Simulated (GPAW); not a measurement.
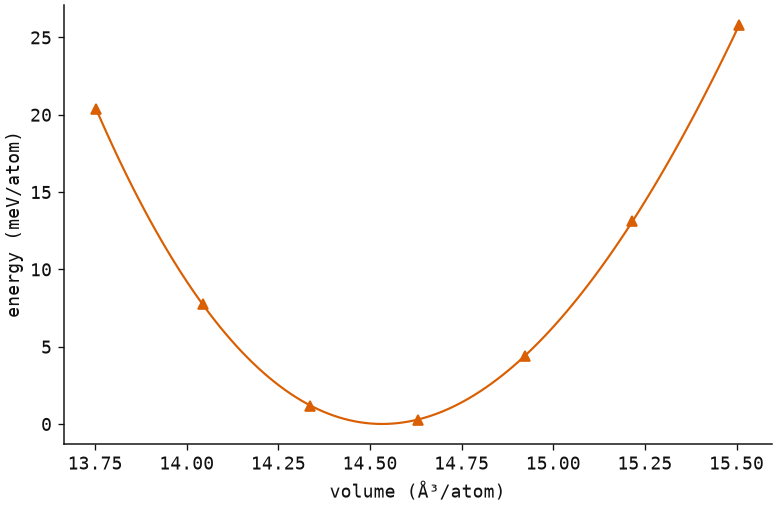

The plot gives the computed energy against volume for TiSi, space group Cmmm (No. 65).

Starting cell:
```xyz
2
Lattice="1.8162 -2.1176 0.0000 1.8162 2.1176 0.0000 0.0000 0.0000 3.8039" Properties=species:S:1:pos:R:3 pbc="T T T"
Ti    1.8162    0.0000    0.0000
Si    0.0000    0.0000    1.9020
```

How it was computed, with GPAW 26.7.0: PAW DFT in plane waves, on a grid or in atomic orbitals, no spin polarisation; energies at scaled volumes of the given cell, shape and fractions fixed, counted from the fit's minimum, third-order Birch-Murnaghan fit. Level: r2SCAN.

k mesh 8×8×6; occupations Fermi–Dirac; smearing width 0.05 eV; potentials GPAW PAW data sets (gpaw data 1.2.1); wave cutoff 600 eV; program settings basis pw.

From this curve and the settings, what does the calculation give for the pressure at the same points?

The pressure falls from 8.22 GPa at volume 13.75 Å³/atom to −8.57 GPa at 15.51 Å³/atom, and changes sign near 14.49 Å³/atom.

| volume (Å³/atom) | pressure (GPa) |
| --- | --- |
| 13.75 | 8.22 |
| 14.04 | 4.69 |
| 14.34 | 1.50 |
| 14.63 | −1.40 |
| 14.92 | −4.03 |
| 15.22 | −6.42 |
| 15.51 | −8.57 |

Keep in mind: the fit and the printed pressures don't fully agree; shape and atomic fractions are frozen while scaling, which makes layered, chain and framework solids too stiff.
